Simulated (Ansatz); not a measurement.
System: MgSi₃₂ (cell charge +2, with a compensating background) (cell with a defect).

Input file:

```
crystal:
  lattice:
    - [5.4700937543, 5.4700937543, -5.4700937543]
    - [-5.4700937543, 5.4700937543, 5.4700937543]
    - [5.4700937543, -5.4700937543, 5.4700937543]
  atoms:
    - { symbol: Si, position: [0.4973466182, 0.7467776164, 0.9991106043] }
    - { symbol: Si, position: [0.2508875451, 0.7491889685, 0.2511632605] }
    - { symbol: Si, position: [-0.0011524501, 0.7467517291, 0.4975947765] }
    - { symbol: Si, position: [0.4973704168, 0.9987696261, 0.7471343794] }
    - { symbol: Si, position: [0.7371166326, 0.7329724029, 0.739100764] }
    - { symbol: Si, position: [0.2642118923, 0.9972066093, 0.9978045625] }
    - { symbol: Si, position: [-0.0014349422, -0.0019576521, 0.2658875487] }
    - { symbol: Si, position: [0.5003691733, 0.2482427021, 0.5006137338] }
    - { symbol: Si, position: [0.746837362, -0.0012720875, 0.4975673785] }
    - { symbol: Si, position: [0.2509088083, 0.2507662016, 0.7496134025] }
    - { symbol: Si, position: [-0.0027300903, 0.2630255129, -0.006266936] }
    - { symbol: Si, position: [0.500400167, 0.5002779532, 0.2486482929] }
    - { symbol: Si, position: [0.7493725933, 0.2507740644, 0.251162777] }
    - { symbol: Si, position: [0.2484291981, 0.5003164955, 0.5006964885] }
    - { symbol: Si, position: [-0.0011312096, 0.4972218214, 0.7471092612] }
    - { symbol: Si, position: [0.7468385962, 0.4972274093, -0.0008691768] }
    - { symbol: Si, position: [0.2488838623, 0.4987530835, 0.7491431953] }
    - { symbol: Si, position: [-0.0011583522, 0.5108152432, -0.0008833299] }
    - { symbol: Si, position: [0.7488693859, 0.4987497814, 0.2491345675] }
    - { symbol: Si, position: [0.248870427, 0.7487728012, 0.4991773423] }
    - { symbol: Si, position: [0.4868525731, 0.4867204513, 0.4871050523] }
    - { symbol: Si, position: [-0.0008117203, 0.7477448833, 0.7444372804] }
    - { symbol: Si, position: [0.7384677637, 0.7402326831, -0.0048275921] }
    - { symbol: Si, position: [0.2541502629, -0.0011534909, 0.2512354649] }
    - { symbol: Si, position: [0.498861639, 0.7487265513, 0.2490821023] }
    - { symbol: Si, position: [-0.0011253837, -0.0012160336, 0.5111904429] }
    - { symbol: Si, position: [0.7394827891, -0.0077098344, 0.7405869922] }
    - { symbol: Si, position: [0.2525171555, 0.2528016073, 0.0031382359] }
    - { symbol: Si, position: [0.5109273699, -0.0012016337, -0.0008516813] }
    - { symbol: Si, position: [0.0001892986, 0.2545641846, 0.2540677621] }
    - { symbol: Si, position: [0.7488644445, 0.2487385979, 0.4991368155] }
    - { symbol: Si, position: [0.4988903789, 0.2487530818, 0.749101865] }
    - { symbol: Mg, position: [-0.002072747, -0.0008623625, -0.0013374513] }
  host:
    lattice:
      - [0.0, 2.7350468771, 2.7350468771]
      - [2.7350468771, 0.0, 2.7350468771]
      - [2.7350468771, 2.7350468771, 0.0]
    atoms:
      - { symbol: Si, position: [0.75, 0.75, 0.75] }
      - { symbol: Si, position: [0.5, 0.5, 0.5] }
total_charge: 2
basis:
  ecutwfc: 420
  xc_grid: 2
kpoints:
  mp_grid: { grid: [2, 2, 2], shift: [0.5, 0.5, 0.5] }
hamiltonian:
  xc: pbe
scf:
  occupations: { method: gaussian, width: 0.01 }
output:
  forces: true
  stress: false
  eigenvalues: true
  charged_corrections:
    defect_position: [0.0, 0.0, 0.0]
    epsilon: [[12.9823, 0.0, 0.0], [0.0, 12.9823, 0.0], [0.0, 0.0, 12.9823]]
  write_density: true
  write_potential: true
  elf: true
  volumetric_format: npy
relax:
  adjacent_minimum: "off"
  f_tol: 0.025
  max_steps: 45
```

Run with:

```sh
ansatz run input.yaml --threads 4 --pin off --max-ram 8192MiB --backend cpu --events-out ev --progress --plain --runs-dir out
```

The fields are those of the relaxed geometry.

Computed with DFT PBE, scalar-relativistic, plane waves, PAW in Ansatz.

Predict the valence pseudo-density and electron localisation function between the atoms.

Answer. Si–Si (2.33 Å): the density is about 0.57 e/Å³ at the midpoint; the ELF peaks at about 0.95 between the atoms.
Mg–Si (2.51 Å): ρ at the midpoint is about 0.25 e/Å³; the ELF peaks at about 0.60 in the valence shell of Si, 1.0 Å from its nucleus, and is about 0.50 at the midpoint.
Si–Si (2.44 Å): ρ is about 0.5 e/Å³ halfway; the ELF peaks at about 0.95 between the atoms.
Mg–Si (2.78 Å): ρ is about 0.22 e/Å³ halfway; the ELF peaks at about 0.70 in the valence shell of Si, 1.0 Å from its nucleus, and is about 0.55 at the midpoint.

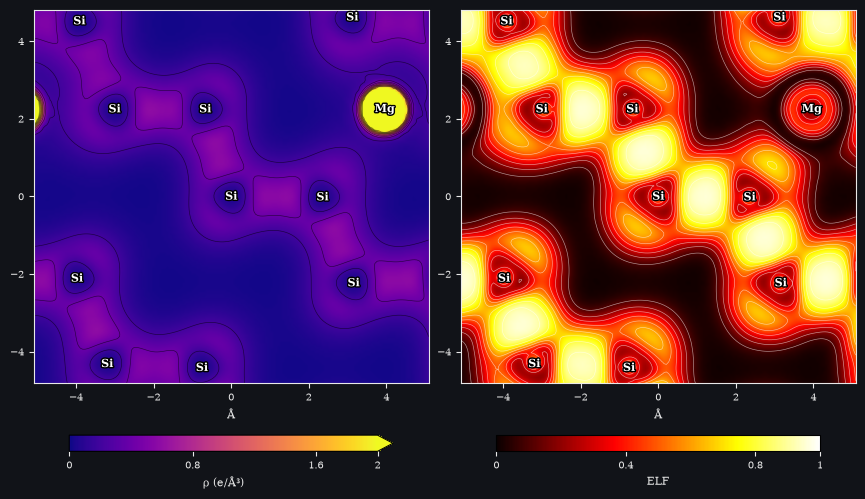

Computed valence pseudo-density and electron localisation function on the (001) plane of the calculation cell, in this order. 

In a PAW calculation such maps are meaningful between the atoms, not at the nuclei.
